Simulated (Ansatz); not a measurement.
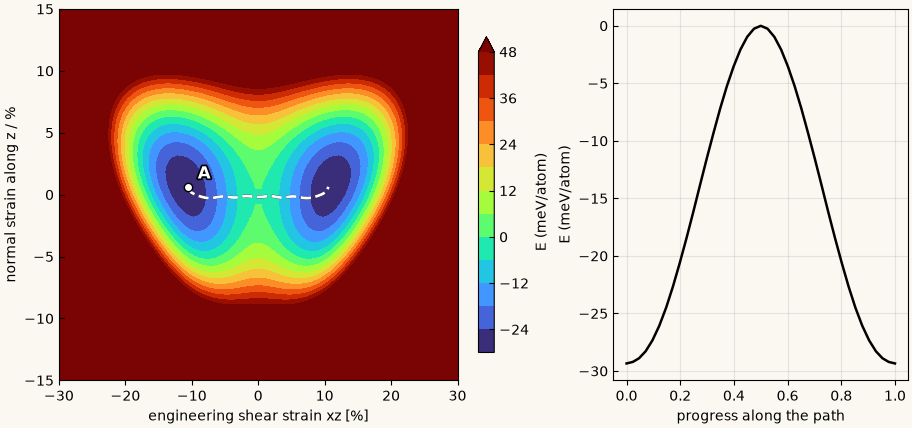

W (Fm-3m, No. 225; 1 atom in the cell). 
- The energy is mapped over two homogeneous strains (x, y and z along the cube axes).
- The first coordinate is: engineering shear strain xz; the second: normal strain along z.
- Nothing is relaxed (symmetry fixes all fractional coordinates).
- The grid has 7 × 7 points; 28 points were computed and 21 follow by symmetry.
- Points are written as (first, second).
- Energies: meV/atom, counted from the relaxed crystal.
- Method: Ansatz 0.2.0, DFT PBEsol, scalar-relativistic, plane waves, PAW. Settings: cutoff 420 eV, k-mesh 20×20×20, gaussian smearing 0.15 eV, no spin polarisation.

In the figure: filled contours, a line along the lowest path, one colour for all values above the top of the scale, the energy along the path at the right, the start A. Between grid points the surface is interpolated.

> Describe the path and its barrier.

The easiest path leads from the well at (−10 %, 0 %) to a well of about the same depth at (10 %, 0 %). Its highest point lies about 29 meV/atom above the bottom of the first well on the interpolated surface, at (0 %, 0 %). This is the barrier on the constrained surface; relaxing the other coordinates would change it.

PAW datasets: the set soft_1.
